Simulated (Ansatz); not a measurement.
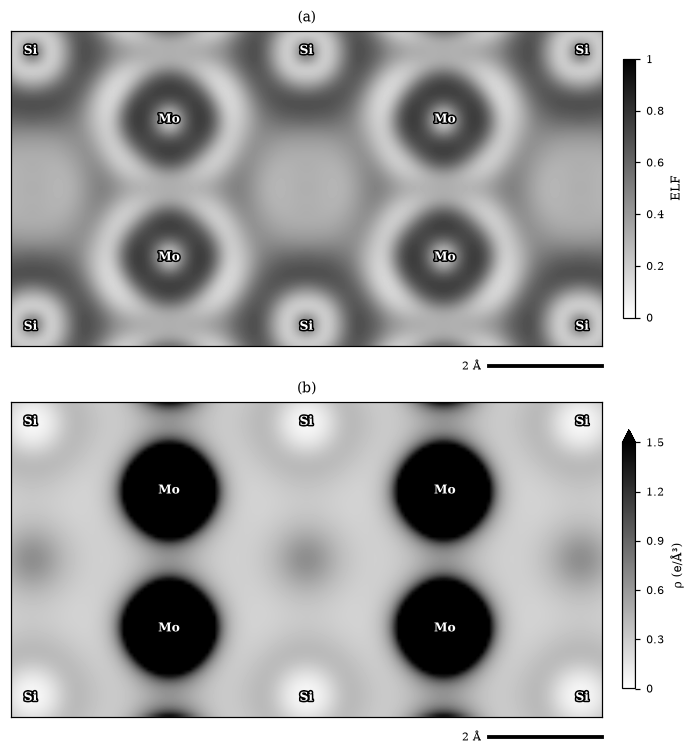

The picture shows: SiMo₃. (a) electron localisation function; (b) valence charge density (pseudo) on the (001) plane of the conventional cell.

Space group P4₂/mmc; computed pressure about 5 GPa in this cell; computed without spin polarisation.

Theory: DFT, PBE, plane-wave PAW, default files, scalar-relativistic (Ansatz 0.2.0).

In a PAW calculation such maps are meaningful between the atoms, not at the nuclei.

```
CELL_PARAMETERS angstrom
4.89300 0.00000 0.00000
0.00000 4.89300 0.00000
0.00000 0.00000 4.84407
ATOMIC_POSITIONS crystal
Si 0.00000 0.50000 0.00000
Si 0.50000 0.00000 0.50000
Mo 0.25000 0.50000 0.50000
Mo 0.50000 0.25000 0.00000
Mo 0.75000 0.50000 0.50000
Mo 0.50000 0.75000 0.00000
Mo 0.00000 0.00000 0.75000
Mo 0.00000 0.00000 0.25000
```

**Describe what can be read from this map.**

Atoms in the plane: Si and Mo.
Mo–Mo (2.45 Å): ρ is about 0.63 e/Å³ halfway; the ELF is about 0.30 at the midpoint.
Si–Mo (2.74 Å): the density is about 0.31 e/Å³ at the midpoint; the ELF peaks at about 0.65 in the valence shell of Si, 0.9 Å from its nucleus, and is about 0.30 at the midpoint.
Between the atoms the lowest density in this plane is 0.26 e/Å³.
The features right at Mo lie inside the PAW spheres, where the map follows smoothed inner orbitals and isn't to be read closely.
